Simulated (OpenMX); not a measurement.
# A series of single points on PbSe

System: PbSe (Pm-3m, 2 atoms in the cell).
Method: Kohn-Sham DFT of a periodic cell, PBE, OpenMX 2013 PBE set, no spin polarisation (OpenMX 3.8.5).

The 7 runs differ only in the geometry, by an even scaling of the cell at fixed fractional positions. The structure derives from a Materials Project entry.

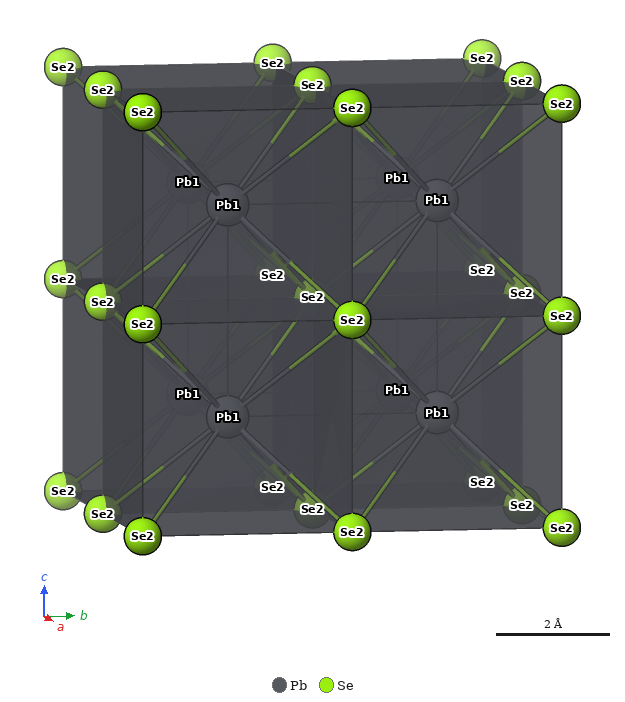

Figure 1. The structure of run 4 (polyhedral view of the cell of the calculation, seen slightly off an axis; polyhedra are completed across the faces of the cell; atoms are numbered from 1 in the order of the input).

## Input of run 4
```
System.CurrrentDirectory             ./
System.Name                          PbSe
DATA.PATH                            ./DFT_DATA13
level.of.stdout                      1
level.of.fileout                     1
Species.Number                       2
<Definition.of.Atomic.Species
  Pb  Pb8.0-s3p2d2f1         Pb_PBE13
  Se  Se7.0-s3p2d2           Se_PBE13
Definition.of.Atomic.Species>

Atoms.Number                         2
Atoms.SpeciesAndCoordinates.Unit     FRAC
<Atoms.SpeciesAndCoordinates
    1  Pb    0.0000000000    0.0000000000    0.0000000000   7.000  7.000
    2  Se    0.5000000000    0.5000000000    0.5000000000   3.000  3.000
Atoms.SpeciesAndCoordinates>

Atoms.UnitVectors.Unit               Ang
<Atoms.UnitVectors
     3.7843220000    0.0000000000    0.0000000000
     0.0000000000    3.7843220000    0.0000000000
     0.0000000000    0.0000000000    3.7843220000
Atoms.UnitVectors>

scf.XcType                           GGA-PBE
scf.SpinPolarization                 off
scf.ElectronicTemperature            580.226
scf.energycutoff                     500.0
scf.maxIter                          100
scf.EigenvalueSolver                 band
scf.Kgrid                            7 7 7
scf.Mixing.Type                      rmm-diisk
scf.Init.Mixing.Weight               0.05
scf.Min.Mixing.Weight                0.001
scf.Max.Mixing.Weight                0.3
scf.Mixing.History                   25
scf.Mixing.StartPulay                8
scf.criterion                        1.0e-8
scf.stress.tensor                    on
MD.Type                              nomd
```

Command:
```bash
openmx PbSe.dat -nt 1 > PbSe.std
```

Run 3 has the same physical settings and fractional positions; its lattice vectors (Å) are:
```
   3.758923    0.000000    0.000000
   0.000000    3.758923    0.000000
   0.000000    0.000000    3.758923
```

## Results, with one run withheld

```tsv
run	volume per atom (Å³)	free energy per atom, from the lowest run given (meV)
1	25.472	16.19
2	26.014	6.81
3	26.556	?
4	27.098	0.00
5	27.640	1.63
6	28.182	6.20
7	28.724	13.31
```

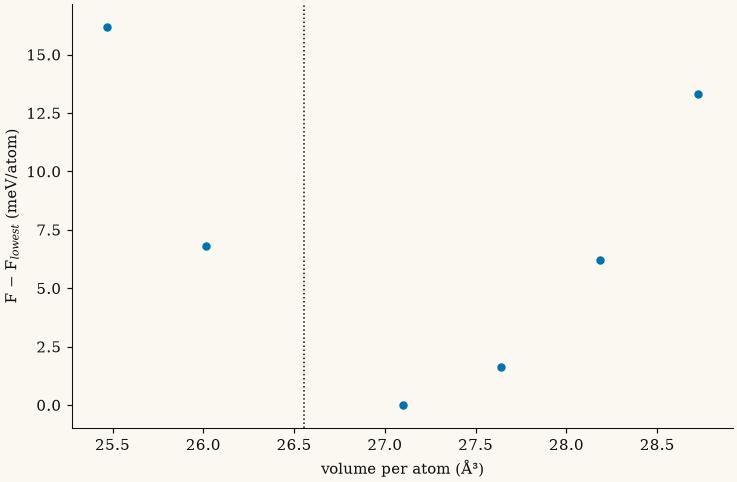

Figure 2. Free energy per atom of the runs given; the dotted line marks run 3.

Fit the runs given and predict run 3.

A cubic polynomial in V^(−2/3) (the Birch–Murnaghan form), fitted to the 6 runs given, misses them by at most 0.02 meV per atom. With x = V^(−2/3) − 0.11071 Å⁻², it reads F = 0.005754 − 266.76 x + 7.4258e+05 x² + 3.1022e+06 x³ (meV per atom). At run 3 it gives 1.57 meV per atom, and the run itself gives 1.51. The fit has its minimum at 27.081 Å³ per atom, where V d²F/dV² gives 48.1 GPa: the bulk modulus at this level, since symmetry fixes the shape and the positions.

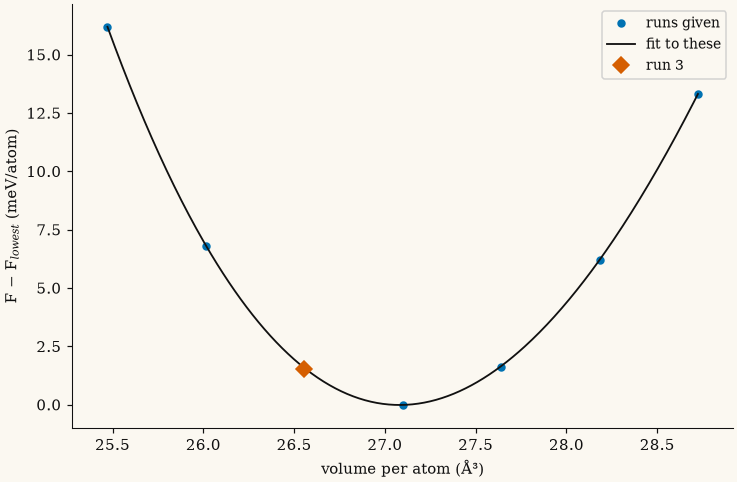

Figure 3. The fit and the withheld run.

## Some lines of the output (run 3)
```
[...]
  Cell_Volume =    358.415539353230 (Bohr^3)
        Total energy (Hartree) at MD = 1
   kloop=0
   kloop=1
   kloop=171
```

Notes: Points of doubt noted for this run: few d functions beyond semicore. Spin–orbit coupling is left out, which matters for Pb. With a small basis of atomic orbitals these values can differ much from converged plane-wave results.
